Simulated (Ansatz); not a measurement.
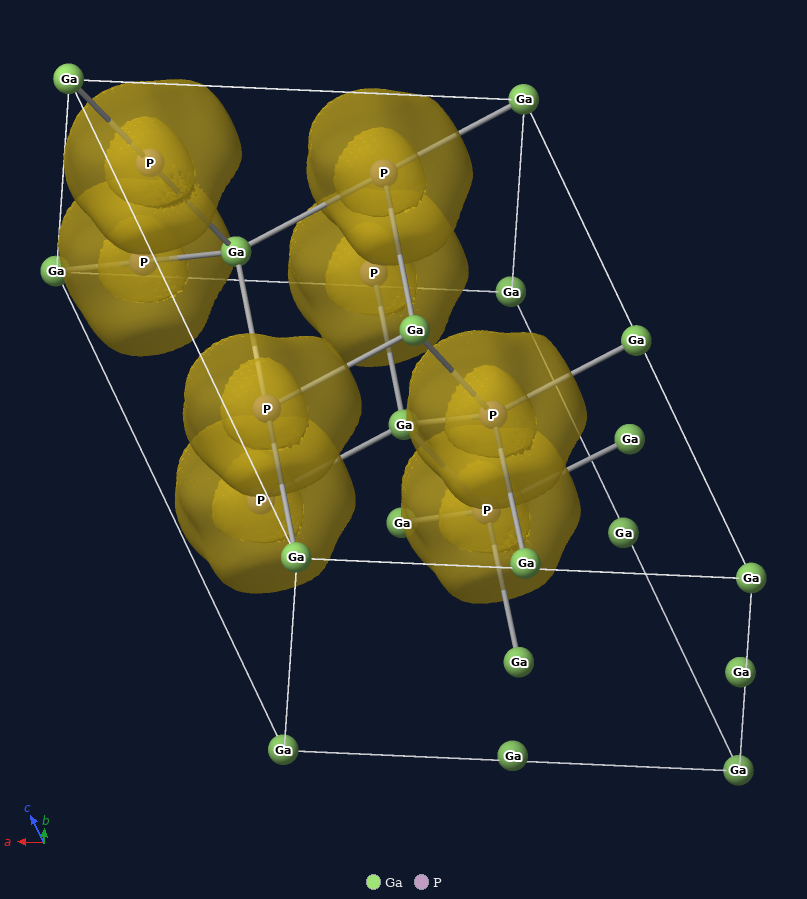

Ga₉P₈ (cell with a defect). Isosurface of the electron localisation function at 0.65 (yellow), seen at an oblique angle. Core shells and regions of very low density are left out. Sticks mark near contacts.

The SCF solution may not be the lowest one; the program warned that a starting moment wasn't kept; spin-polarised, but the moments vanished.

These are results of DFT PBE, scalar-relativistic, plane waves, PAW in Ansatz, not measurements.

In a PAW calculation such maps are meaningful between the atoms, not at the nuclei.

Q: Describe the localisation domains.

A: The surface consists of eight regions on P in which the atom's valence shell and bonds are merged, counted in one cell of 17 atoms. Any copies at cell faces, edges or corners count once. Profiles from the grid: Ga–P (2.32 Å): the ELF peaks at about 0.90 in the valence shell of P, 0.8 Å from its nucleus, and is about 0.70 at the midpoint. Ga–P (2.37 Å): the ELF peaks at about 0.90 in the valence shell of P, 0.8 Å from its nucleus, and is about 0.75 at the midpoint.
